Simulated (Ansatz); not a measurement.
# GaN (P6_3mc): a many-body input that goes wrong, and its mend

A first try at the G0W0 gap of GaN (P6_3mc), what the program said, and an input that works.

Main program and level: Ansatz 0.2.0; G0W0 on PBE, plane waves, PAW.

The database entry behind the starting cell has ideal inner coordinates that were not refined, so it need not match the best structure at ambient conditions.

### Step 1. Starting point

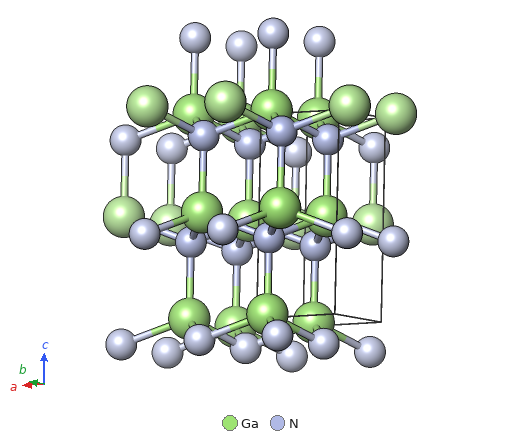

Start, viewed from a free direction; gallium green, nitrogen light blue. 2×2×1 cells are drawn. Some periodic images of atoms are drawn too.

The cell and positions come from the Crystallography Open Database and are kept as given unless a step says otherwise. The default PAW set here is soft_1. Its files were made with PBE.

### Step 2. First try

Contents of input.yaml:

```yaml
crystal:
  lattice:
    - [3.19, 0.0, 0.0]
    - [-1.595, 2.7626210381, 0.0]
    - [0.0, 0.0, 5.189]
  atoms:
    - { symbol: Ga, position: [0.6666666667, 0.3333333333, 0.0] }
    - { symbol: Ga, position: [0.3333333333, 0.6666666667, 0.5] }
    - { symbol: "N", position: [0.6666666667, 0.3333333333, 0.375] }
    - { symbol: "N", position: [0.3333333333, 0.6666666667, 0.875] }
kpoints:
  mp_grid: { grid: [6, 6, 2] }
hamiltonian:
  xc: pbe
  pseudopotentials: { kind: paw, azcp: { folder: "./paw" } }
scf:
  occupations: { method: fixed }
gw:
  n_empty_bands: 4
  ecut_chi: 40
  qp_bands: [v2, c2]
  qp_kpoints: band_edges
  screening: { model: contour_deformation }
```

On the command line:

```console
ansatz run input.yaml --threads 3 --pin off --max-ram 92160MiB --backend cuda --events-out ev --progress --plain --runs-dir out --devices 1 --max-vram 13GiB
```

Numbers of over 12 decimals in the logs are rounded to 6 here.

Output:

```text
GPUs: using 1 of 1 available (devices: 1).
Engine: ansatz 0.2.0, x86_64-unknown-linux-gnu
Pseudopotentials: kind: paw
Pseudopotential: Ga, paw, valence charge 13, recommended cutoff 420 eV (normal), <dir>
Pseudopotential: N, paw, valence charge 5, recommended cutoff 420 eV (normal), <dir>
Functional definition: PBE
  parameter kappa = 0.804
  parameter beta = 0.066725
  exchange = pbe_x(kappa = kappa, mu = beta*pi^2/3)
  correlation = pbe_c(beta = beta)
device memory: the entry about to start is reckoned to put 0.6 GiB on a device that reports 57.5 GiB free (of which the cap on the GPU budget leaves the run 13.0 GiB)
GPU FFT provider: cuFFT
GPU libraries: cuBLAS 13.8.2, cuFFT 12.4.0, cuSOLVER 12.3.4
Crystal: 4 atoms, lattice volume = 45.729 Å³
Basis set: ecut = 420 eV, 917 PW (Γ)
Bands: 22, of which v1, the nominal top of the filled ones, is band 18 counted from 1 (17 counted from 0)
Symmetry: 12 space group operations
Space group: P63mc (ITA 186), of the structure as read, at distance tolerance 3.6e-5 Å
k-points: 14 of 72
Non-local potential: Ga, projectors of the file, l = 0: 2, l = 1: 2, l = 2: 3, l = 3: 1
Non-local potential: N, projectors of the file, l = 0: 2, l = 1: 2, l = 2: 1
PAW form: soft (Blöchl's): semilocal exchange-correlation on the pseudo side does not see the compensation charge
PAW one-centre angular grid: Ga, 590 points (default); XC on 64 Gauss nodes
PAW one-centre angular grid: N, 110 points (default); XC on 64 Gauss nodes
Initial density: superposition of atomic densities (chi_scale 0.1, normalization cell, long waves kept (reshape's long-wave potential 0.00 eV rms))
Initial wavefunctions: pseudopotential atomic-orbital guess
GPU buffer pool allocated for 20736 grid points (all kernels)
GPU transforms: local potential and band sums: pruned to the plane-wave sphere, on 24×24×36
Functional: x = pbe(κ = 0.804, μ = 0.219515), c = pbe(β = 0.066725)
SCF iter   1: F=—  HF=-8337.202396 eV  |F-HF|=—  |Δ(HF+E_count)|=         —  Δρ=1.13e-1  dr2=5.09e0  ethr=3.10e-3  ⟨swp⟩=4.0  Hψ=1117  notcnv=0  defer=5
preconditioner: auto → Resta (q_TF=auto, 2.622 Å⁻¹)  ε∞=4.8  [insulator: Δε(μ)=2.712 eV  Ē_g=16.854 eV  n_scr=22 (ndim 8)  ℏωp=32.9 eV  f_vac=0.000  ε∞_Penn≈4.8]
SCF iter   2: F=—  HF=-8335.918612 eV  |F-HF|=—  |Δ(HF+E_count)|=    1.28e0  Δρ=4.69e-2  dr2=5.38e-1  ethr=3.10e-3  ⟨swp⟩=2.0  Hψ=716  notcnv=0  defer=14
SCF iter   3: F=—  HF=-8335.833379 eV  |F-HF|=—  |Δ(HF+E_count)|=   8.52e-2  Δρ=1.84e-2  dr2=1.12e-1  ethr=1.50e-3  ⟨swp⟩=2.0  Hψ=449  notcnv=0  defer=27
SCF iter   4: F=—  HF=-8335.820403 eV  |F-HF|=—  |Δ(HF+E_count)|=   1.30e-2  Δρ=3.23e-3  dr2=5.89e-3  ethr=3.10e-4  ⟨swp⟩=3.0  Hψ=587  notcnv=0  defer=27
SCF iter   5: F=—  HF=-8335.819087 eV  |F-HF|=—  |Δ(HF+E_count)|=   1.32e-3  Δρ=2.80e-3  dr2=2.13e-3  ethr=1.64e-5  ⟨swp⟩=2.0  Hψ=587  notcnv=0  defer=27
SCF iter   6: F=—  HF=-8335.820488 eV  |F-HF|=—  |Δ(HF+E_count)|=   1.40e-3  Δρ=7.62e-4  dr2=2.06e-4  ethr=5.91e-6  ⟨swp⟩=2.9  Hψ=589  notcnv=0  defer=27
SCF iter   7: F=—  HF=-8335.820664 eV  |F-HF|=—  |Δ(HF+E_count)|=   1.76e-4  Δρ=1.30e-4  dr2=8.73e-6  ethr=5.72e-7  ⟨swp⟩=2.0  Hψ=570  notcnv=0  defer=25
SCF iter   8: F=—  HF=-8335.820674 eV  |F-HF|=—  |Δ(HF+E_count)|=   1.04e-5  Δρ=1.81e-5  dr2=1.23e-7  ethr=2.43e-8  ⟨swp⟩=2.0  Hψ=560  notcnv=0
SCF iter   9: F=-8335.820674 eV  HF=-8335.820674 eV  |F-HF|=3.02e-9  |Δ(HF+E_count)|=   1.96e-7  Δρ=2.62e-6  dr2=3.40e-9  ethr=2.78e-10  ⟨swp⟩=4.1  Hψ=983  notcnv=0
SCF 1 converged in 9 iterations: F = -8335.820674 eV  dr2 = 3.40e-9
[...]
device memory: the entry about to start is reckoned to put 0.6 GiB on a device that reports 68.2 GiB free (of which the cap on the GPU budget leaves the run 13.0 GiB)
NSCF: frozen V_eff on 14 k-points, pencils in batches of 32, up to order 88
[...]
device memory: the entry about to start is reckoned to put 0.5 GiB on a device that reports 69.6 GiB free (of which the cap on the GPU budget leaves the run 13.0 GiB)
NSCF: frozen V_eff on 14 k-points, pencils in batches of 32, up to order 108
G₀W₀ screening: q 1/14
[... further progress lines ...]
SCF converged after 9 iterations
Free energy (F): -8335.820674 eV
Harris-Foulkes:  -8335.820674 eV  (|F-HF|=3.02e-9)
Internal energy: -8335.820674 eV  (E = F + TS)
E sigma→0 (E₀):  -8335.820674 eV
Fermi energy:    9.678907 eV
--- Per-component energies (eV) ---
  E_band       = -10.882331
  E_kinetic    = 481.916153
  E_local      = -2834.643260  (includes V_loc(G=0)·N_el)
  E_nonlocal   = -109.329109
  E_hartree    = 1792.828359
  E_xc         = -244.706908
  E_vxc        = -261.983021  (∫ρ·V_xc dr)
  E_paw        = -4249.378871  (= ΣΔE_a)
  E_vpaw       = -872.502331  (= ΣTr[D̂ρ^β])
  E_aug_tail   = 0.001510  (compensation charges beyond the density's cutoff)
  E_ewald      = -3172.508547
  E_smearing   = -0.000000  (= −TS)
  E_closure    = 0.000000  (closes the sum)
  Σ components = -8335.820674   (vs F -8335.820674, Δ=0.00e0)
--- Band table (eV; the first three rows and the last of 14) ---
  k-point 0: bands = [... 14 lower, 8.6349, 9.6160, 9.6789, 9.6789, 11.5704, 13.9220, 18.8640, 19.5626]
  k-point 1: bands = [... 14 lower, 9.1437, 9.1437, 9.1437, 9.1437, 13.9053, 13.9053, 18.1605, 18.1605]
  k-point 2: bands = [... 14 lower, 7.9549, 8.1295, 9.3300, 9.4422, 13.0963, 15.1983, 17.8213, 18.5923]
  k-point 13: bands = [... 14 lower, 5.5082, 5.5082, 8.1876, 8.1876, 16.0951, 16.0951, 16.9770, 16.9770]
--- G₀W₀: contour deformation, 5 samples at zero and on the imaginary axis and 1 off it, 72 q-points, 4 empty bands' worth ---
  eigenvalues of the whole cell's RPA ε∞ on this k-mesh (on a slab, of 1 + 4πα/V) = 5.8858, 5.9022, 5.9022; static W/v taken at q = 0 is 0.169692
  bands read: the sum over 22 bands ends inside a degenerate multiplet in 1 slot, whose members it reads at an even weight; the widest, k=0: bands 22 to 23 (counted from 1) at 1/2 each
  gw.qp_kpoints: band_edges: 11 of 14 stored k-points solved, in 1 pass; an edge of the gap read off the rows below is read off those points alone
    valence top: of the k-points left out ik 8 came nearest to being solved in a further pass, in band 18 (counted from 1, as in the quasiparticle table): it holds the edge there only if its correction is more favourable than any solved in that band by at least 0.922 eV; those differ by 0.397 eV
    conduction bottom: of the k-points left out ik 8 came nearest to being solved in a further pass, in band 19 (counted from 1, as in the quasiparticle table): it holds the edge there only if its correction is more favourable than any solved in that band by at least 3.020 eV; those differ by 1.272 eV
  `?` marks the rows in doubt; gw_qp.tsv's column doubts and the gw_qp event give each row's grounds
    ik  band        ε_KS         Σx   Σc(E_QP)       V_xc       Z   E_QP_lin       E_QP  E_QP is
     0    17      9.6789   -23.8131     3.7930   -20.2301  0.7687     9.8881     9.8890  root
     0    18      9.6789   -23.8131     3.7930   -20.2301  0.7687     9.8881     9.8890  root
     0    19     11.5704   -11.4702    -2.5802   -15.7692  0.8116    13.4538    13.2893  root ?
     0    20     13.9220   -10.2044    -2.5854   -15.2908  0.8234    16.3961    16.4230  root
     1    17      9.1437   -23.3665     3.9450   -19.5598  0.7646     9.2815     9.2819  root
     1    18      9.1437   -23.3665     3.9450   -19.5598  0.7646     9.2815     9.2819  root
     1    19     13.9053   -10.8781    -2.6130   -15.8900  0.8078    16.3000    16.3041  root
     1    20     13.9053   -10.8781    -2.6130   -15.8900  0.8078    16.3000    16.3041  root
     2    17      9.3300   -23.5168     3.9814   -19.7140  0.7657     9.5079     9.5086  root
     2    18      9.4422   -23.5878     3.8673   -19.9045  0.7666     9.6254     9.6261  root
     2    19     13.0963   -11.9465    -2.4076   -16.4416  0.8003    15.2223    15.1838  root
     2    20     15.1983   -10.4677    -2.6874   -15.9036  0.8129    17.9211    17.9468  root
     3    17      8.7514   -22.9629     4.0111   -19.0416  0.7613     8.8411     8.8413  root
     3    18      8.7514   -22.9629     4.0111   -19.0416  0.7613     8.8411     8.8413  root
     3    19     14.8078   -10.7651    -2.7597   -16.0487  0.7989    17.3316    17.3317  root
[...]
12    19     14.8089    -7.4091    -2.6895   -11.8403  0.8307    16.7422    16.5507  root ?
    12    20     17.4607   -11.2814    -3.2927   -17.9134  0.7797    20.7756    20.7999  root
    13    17      8.1876   -22.3440     4.1867   -18.2410  0.7543     8.2712     8.2714  root
    13    18      8.1876   -22.3440     4.1867   -18.2410  0.7543     8.2712     8.2714  root
    13    19     16.0951    -9.4770    -2.5121   -14.9799  0.8301    19.0719    19.0859  root
    13    20     16.0951    -9.4770    -2.5121   -14.9799  0.8301    19.0719    19.0859  root
```

The job ended after 14 s (1 × NVIDIA H100 80GB HBM3 (shared by 6 runs) with 3 threads of AMD EPYC 7R13 (Zen 3), shared host; peak memory 0.98 GiB).

In the SCF lines HF is the Harris–Foulkes energy and dr2 the Hartree energy of the density residual, in eV; the loop may stop once dr2 is under the threshold and the program's other checks hold. Hψ counts applications of the Hamiltonian.

**What went wrong?**

The run ended normally, though the input holds a fault or crude settings.

The fault: four empty bands in G0W0. The sums over empty states are cut off almost at the gap, so screening and correlation are far from complete.

It printed a gap of 3.40 eV, which is an artefact of the settings.

### Step 3. A better input

G0W0 replaces the xc potential by the self-energy, built once from these orbitals. Only a window of levels is corrected, while the sums run over the empty bands that the input names.

input.yaml: that of step 2 with these lines changed.

```diff
@@ -11,3 +11,3 @@
 kpoints:
-  mp_grid: { grid: [6, 6, 2] }
+  mp_grid: { grid: [6, 6, 4] }
 hamiltonian:
@@ -18,4 +18,4 @@
 gw:
-  n_empty_bands: 4
-  ecut_chi: 40
+  n_empty_bands: 136
+  ecut_chi: 120
   qp_bands: [v2, c2]
```

Output:

```text
GPUs: using 1 of 1 available (devices: 1).
[...]
GPU FFT provider: cuFFT
GPU libraries: cuBLAS 13.8.2, cuFFT 12.4.0, cuSOLVER 12.3.4
Crystal: 4 atoms, lattice volume = 45.729 Å³
Basis set: ecut = 420 eV, 917 PW (Γ)
Bands: 22, of which v1, the nominal top of the filled ones, is band 18 counted from 1 (17 counted from 0)
[... 1 set-up line as in the run before ...]
[...]
k-points: 21 of 144 (time reversal used)
[...]
GPU buffer pool allocated for 20736 grid points (all kernels)
[...]
SCF iter   1: F=—  HF=-8337.203660 eV  |F-HF|=—  |Δ(HF+E_count)|=         —  Δρ=1.13e-1  dr2=5.09e0  ethr=3.10e-3  ⟨swp⟩=4.0  Hψ=1676  notcnv=0  defer=6
[...]
SCF iter   9: F=-8335.821065 eV  HF=-8335.821065 eV  |F-HF|=3.07e-9  |Δ(HF+E_count)|=   1.97e-7  Δρ=2.62e-6  dr2=3.38e-9  ethr=2.78e-10  ⟨swp⟩=4.1  Hψ=1511  notcnv=0
SCF 1 converged in 9 iterations: F = -8335.821065 eV  dr2 = 3.38e-9
[...]
0    17      9.6804   -23.8574     3.1132   -20.2303  0.7706     9.1628     9.1665  root
     0    18      9.6804   -23.8574     3.1132   -20.2303  0.7706     9.1628     9.1665  root
     0    19     11.5708   -11.5392    -3.6230   -15.7696  0.8050    12.1822    12.1782  root
     0    20     13.9224   -10.1834    -4.3919   -15.2907  0.8105    14.6448    14.6379  root
     1    17      9.5208   -23.7219     3.1573   -20.0301  0.7702     8.9823     8.9863  root
     1    18      9.5208   -23.7219     3.1573   -20.0301  0.7702     8.9823     8.9863  root
     1    19     12.7681   -12.2078    -3.6156   -16.4935  0.7958    13.4437    13.4382  root
     1    20     14.0264   -10.1639    -4.4148   -15.3102  0.8074    14.7652    14.7578  root
[...]
20    17      8.1880   -22.2764     3.3903   -18.2403  0.7653     7.5354     7.5422  root
    20    18      8.1880   -22.2764     3.3903   -18.2403  0.7653     7.5354     7.5422  root
    20    19     16.0948    -9.5392    -4.7383   -14.9797  0.8052    16.8050    16.7970  root
    20    20     16.0948    -9.5392    -4.7383   -14.9797  0.8052    16.8050    16.7970  root
[key lines of the parts left out:]
SCF converged after 9 iterations
Free energy (F): -8335.821065 eV
Fermi energy:    9.680356 eV
```

Elapsed: 22 s, on 1 × NVIDIA H100 80GB HBM3 (shared by 6 runs) with 3 threads; peak memory 1.2 GiB; 18 s of CPU time.

Numbers from this step:

| Property | Result |
| --- | --- |
| bands summed | 154 |
| RPA ε∞ on this mesh (eigenvalues) | 5.991, 6.035, 6.035 |
| plane waves in the screening matrix | 135 |
| q-points in the mesh | 144 |
| G0W0 gap on the mesh | 3.012 eV |
| k of the valence top | 0, 0, 0 |
| k of the conduction bottom | 0, 0, 0 |
| starting gap on the mesh | 1.890 eV |
| Z at the valence top | 0.7706 |
| Z at the conduction bottom | 0.8050 |
| least direct G0W0 gap on the computed points | 3.012 eV |

The gap on the mesh goes from 1.89 eV to 3.01 eV, a correction of +1.12 eV. Between the two edge states, bare exchange in place of the xc potential would open the gap by 7.86 eV, and correlation takes back 6.74 eV.

### Step 4. Summary of results

| Quantity | Value |
| --- | --- |
| first try | converged after 14 s |
| better run | G0W0 gap on the mesh 3.01 eV (6×6×4 mesh, 136 empty bands, screening to 120 eV) |

**Reading.** The second run differs in: mesh, empty bands and screening cutoff (eV). Bands and cutoff are finite, so the gap is not at the basis limit. The miss can reach some tenths of an eV and take either sign; the mesh is an error of its own. The many-body steps are scalar-relativistic: spin-orbit coupling is not in them.

[Paths, hosts, dates, memory and timing lines, banners, echoed tables and standing remarks are left out of the program output.]

[Logs are printed without paths, hosts, clocks, repeated set-up lines and the standing remarks that a program may print on its own settings, such as how far it seeks lower states.]

[Runs of the session that timed out or met a known fault of the program may be left out.]

[Cells called generated may have been cut or substituted from an entry of the Crystallography Open Database or the Materials Project.]

[Hosts, paths, dates, database ids (printed as entryN), source tags and the programs' standing remarks are cut or masked in the printed files.]
